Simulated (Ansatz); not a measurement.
Consider SiC$_{6}$ (amorphous cell).

Input

```
crystal:
  lattice:
    - [5.355622, -0.012749, 0.508168]
    - [-0.00091, 4.931956, -0.120665]
    - [0.516769, -0.12902, 5.262468]
  atoms:
    - { symbol: Si, position: [0.4971967714, 0.0732746951, 0.6667590124] }
    - { symbol: Si, position: [0.1385187244, 0.7135994015, 0.0418542836] }
    - { symbol: C, position: [0.7831709217, 0.9356696092, 0.4510553457] }
    - { symbol: C, position: [0.6520741739, 0.8222916015, 0.0271857445] }
    - { symbol: C, position: [0.3900976936, 0.2625036885, 0.0713880324] }
    - { symbol: C, position: [0.4085206344, 0.9569820405, 0.0206885456] }
    - { symbol: C, position: [0.7322001704, 0.5920936034, 0.8551751724] }
    - { symbol: C, position: [0.0058782658, 0.9027747696, 0.5810521093] }
    - { symbol: C, position: [0.0080168542, 0.6197957376, 0.700796699] }
    - { symbol: C, position: [0.8280322482, 0.8751915667, 0.1911201201] }
    - { symbol: C, position: [0.1725087384, 0.1131914522, 0.587279946] }
    - { symbol: C, position: [0.1211082175, 0.3914272735, 0.5056771497] }
    - { symbol: C, position: [0.2157636443, 0.4360378058, 0.2469232819] }
    - { symbol: C, position: [0.5709919017, 0.3685532598, 0.858581989] }
basis:
  ecutwfc: 420
kpoints:
  mp_grid: { grid: [6, 7, 7] }
hamiltonian:
  xc: pbe
scf:
  occupations: { method: gaussian, width: 0.1 }
  n_extra_bands: 8
output:
  forces: true
  stress: true
  eigenvalues: true
  populations: true
  dos:
    method: { smearing: { sigma: 0.1, scheme: gaussian } }
    projected: true
    de: 0.02
  write_density: true
  write_potential: true
  elf: true
  volumetric_format: npy
```

Launched as:

```sh
ansatz run input.yaml --threads 2 --pin off --max-ram 5120MiB --backend cpu --events-out ev --progress --plain --runs-dir out
```

Level of theory: DFT PBE, scalar-relativistic, plane waves, PAW (Ansatz).

Q: What can the converged valence pseudo-density and electron localisation function tell about the bonding?

A: C–C (1.37 Å): ρ is about 2.2 e/Å³ halfway; the ELF peaks at about 0.90 between the atoms.
Si–C (1.82 Å): ρ is about 0.99 e/Å³ halfway; the ELF peaks at about 0.95 between the atoms.
C–C (1.42 Å): the density is about 2 e/Å³ at the midpoint; the ELF peaks at about 0.95 between the atoms.

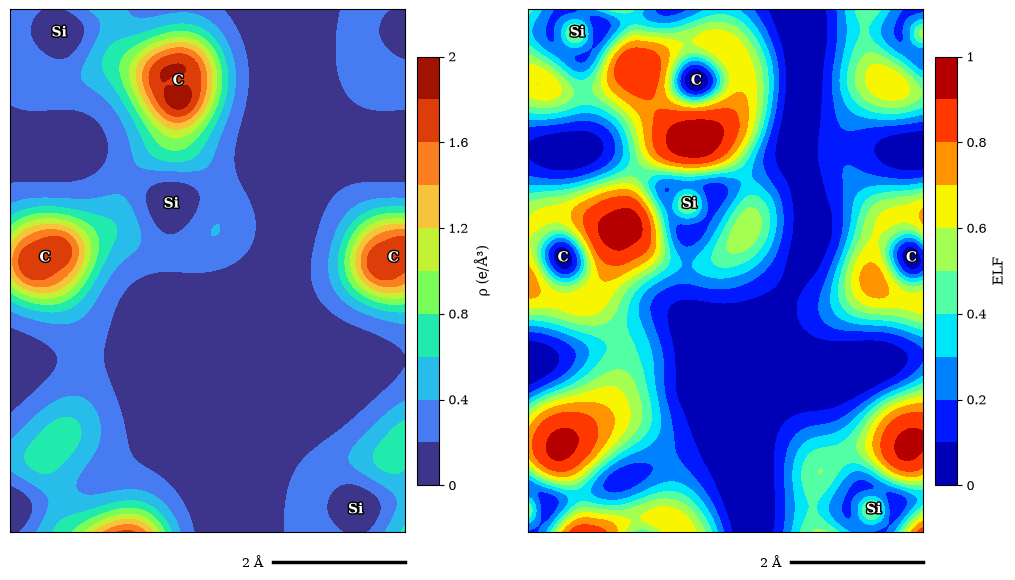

Computed valence pseudo-density and electron localisation function on the (11̄0) plane of the calculation cell, in this order. Atoms just off the plane (C, 0.8 Å away) can leave unmarked features too.
